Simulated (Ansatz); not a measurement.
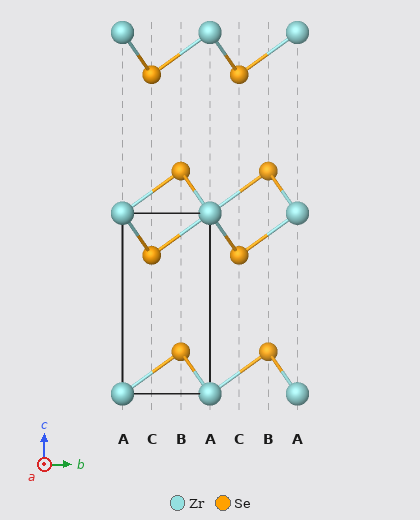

Projection along an edge of the hexagonal mesh, stacking direction c upwards. The dashed lines mark the three columns A (0, 0), B (1/3, 2/3) and C (2/3, 1/3). The sequence starts with the first layer at or above the cell's origin.

ZrSe2. Coordinates: coordinates from a relaxation with DFT, PBE, PAW with Ansatz's default frozen-core files, scalar-relativistic (Ansatz 0.2.0); the starting structure was generated, so it need not be a known form of this composition.

### Give the sequence of layers in one repeat, with element and column.

Zr(A) – Se(B) – Se(C) (three layers in 6.79 Å).

### How are the Se layers alone stacked?

Se layers alone: BC, the hexagonal close-packed type.

### Which positions between or in the Se layers do the other atoms fill?

Zr: one octahedral site in each hexagonal cell. One of the two gaps between Se layers is empty, 3.62 Å wide.

### What short polytype symbol fits?

Polytype symbol 1T, the symbol of a layered MX2 polytype (number of slabs in the repeat and lattice).
